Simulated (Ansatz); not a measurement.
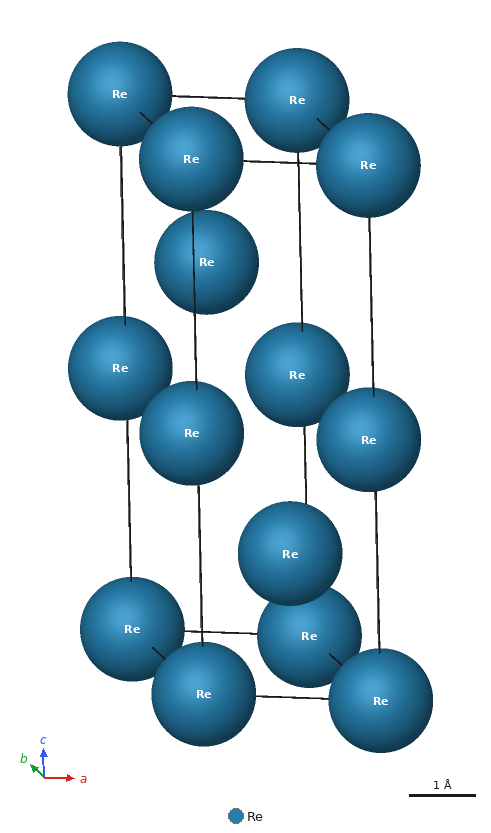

Structure drawing (spheres-only), viewed from a general direction. The frame is the unit cell; atoms at its boundary are shown with their periodic copies. Cell: a = 2.725 Å, b = 2.859 Å, c = 9.063 Å, α = 92.24°, β = 91.21°, γ = 117.35°.

What is this?

The element is rhenium. The space group is P1: only translations remain. The cell holds four atoms.

The initial geometry was a structure listed in the Materials Project. The cell was then strained or its atoms displaced on purpose. Ansatz was used for an electronic-structure calculation on it.

At this level of theory the cell isn't at rest (stretched, at -16 GPa and forces up to 2.9 eV/Å), so its distances can differ from those at equilibrium, the more so the softer the solid.
